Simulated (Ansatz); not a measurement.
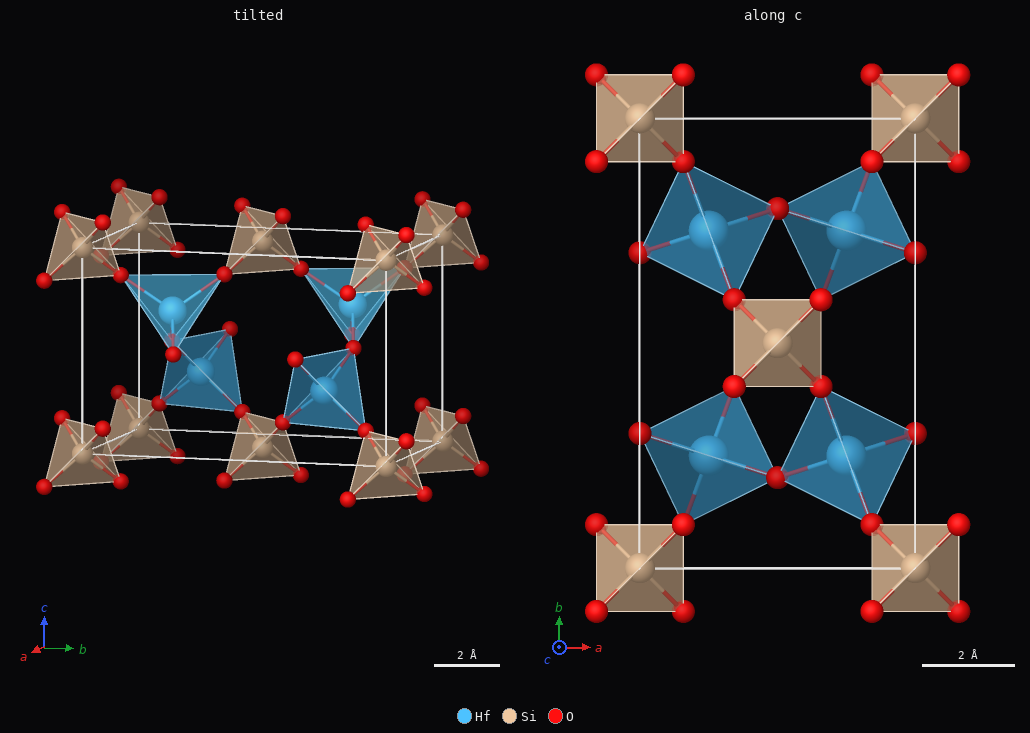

Structure drawing (polyhedral), viewed slightly off an axis and along the c axis. One conventional unit cell is framed, with atoms on its boundary repeated. Some atoms of the next cells are drawn as well.

Hf2SiO6, space group C222 (No. 21), a = 5.99 Å, b = 9.79 Å, c = 6.42 Å, α = 90.00°, β = 90.00°, γ = 90.00°.

Calculation details: Ansatz 0.2.0, DFT PBE, scalar-relativistic, plane waves, PAW; plane waves up to 420 eV, k-points about 0.24 Å⁻¹ apart, Gaussian smearing of 0.02 eV, no spin polarisation.

What is the electronic character?

An insulator at this level, with a gap of 4.61 eV on the k-mesh (the true edges may lie between mesh points, so the gap can be somewhat smaller).

It goes back to a structure type filled with these elements by a generator (whether the compound takes this form wasn't checked). The geometry is the end of a relaxation with DFT PBE, scalar-relativistic, plane waves, PAW (Ansatz 0.2.0).
